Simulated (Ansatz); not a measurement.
# Al$_{9}$O (slab): what the fields show

The calculation's input:

```
crystal:
  lattice:
    - [2.8535431553, 0.0, 0.0]
    - [-1.4267715776, 2.4712408633, 0.0]
    - [0.0, 0.0, 35.7605581613]
  atoms:
    - { symbol: Al, position: [0.3333333333, 0.6666666667, 0.1118550774] }
    - { symbol: Al, position: [0.0, 0.0, 0.1774403133] }
    - { symbol: Al, position: [0.6666666667, 0.3333333333, 0.2430255492] }
    - { symbol: Al, position: [0.0, 0.0, 0.3086107852] }
    - { symbol: Al, position: [0.3333333333, 0.6666666667, 0.3736276285] }
    - { symbol: Al, position: [0.0, 0.0, 0.4386134276] }
    - { symbol: Al, position: [0.6666666667, 0.3333333333, 0.5047341701] }
    - { symbol: Al, position: [0.0, 0.0, 0.5701287275] }
    - { symbol: Al, position: [0.3333333333, 0.6666666667, 0.6364709985] }
    - { symbol: O, position: [0.4444444444, 0.5555555556, 0.7184048427], spin: 2.0 }
basis:
  ecutwfc: 420
kpoints:
  mp_grid: { grid: [9, 9, 1] }
hamiltonian:
  xc: pbe
  pseudopotentials: { kind: paw, azcp: { folder: soft_1 } }
scf:
  occupations: { method: gaussian, width: 0.1 }
output:
  forces: true
  eigenvalues: true
  populations: true
  write_density: true
  write_potential: true
  elf: true
  volumetric_format: npy
magnetization:
  spin_polarized: true
efield:
  axis: 3
  dipole_correction: true
  ramp_width: 0.04
```

Run with:

```sh
ansatz run input.yaml --threads 1 --pin off --max-ram 3072MiB --backend cpu --events-out ev --progress --plain --runs-dir out
```

A point of a scan over the structure, not its minimum; not relaxed (largest force 1.0 eV/Å); PAW files of the earlier set (soft_1); spin-polarised.

All numbers below come from DFT PBE, scalar-relativistic, plane waves, PAW in Ansatz 0.2.0.

Core electrons are frozen (PAW), and the valence fields are smoothed inside the atomic spheres.

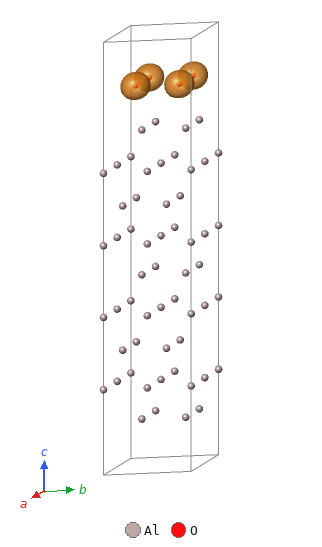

Figure 1. Isosurface of the magnetisation density (up minus down) at +0.08 e/Å³ (orange), seen slightly off an axis.

Where is the spin, and how is it ordered?

Answer. The spin density sits on O: +1.7 μB in one cell of 10 atoms: a single local moment. The cell of the calculation (10 atoms) carries 1.8 μB of net spin moment.

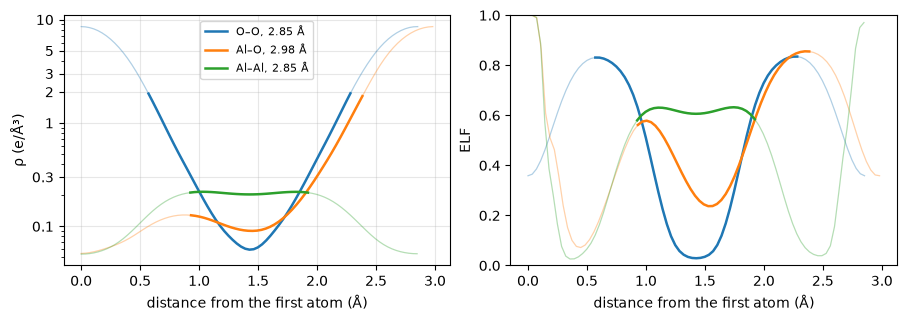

Figure 2. Valence electron density and ELF along straight lines between neighbouring atoms. Thin, pale parts lie inside the atomic spheres.

Compare the contacts.

Answer. O–O (2.85 Å): the density is about 0.06 e/Å³ at the midpoint; the ELF is about 0 at the midpoint: no localised pair shows between them.
Al–O (2.98 Å): ρ at the midpoint is about 0.09 e/Å³; the ELF is about 0.25 at the midpoint: no shared electron pair shows on this line.
Al–Al (2.85 Å): ρ at the midpoint is about 0.2 e/Å³; the ELF peaks at about 0.65 between the atoms.

Does the calculation give a band gap?

Answer. It is metallic or semimetallic at this level of theory: no gap opens.
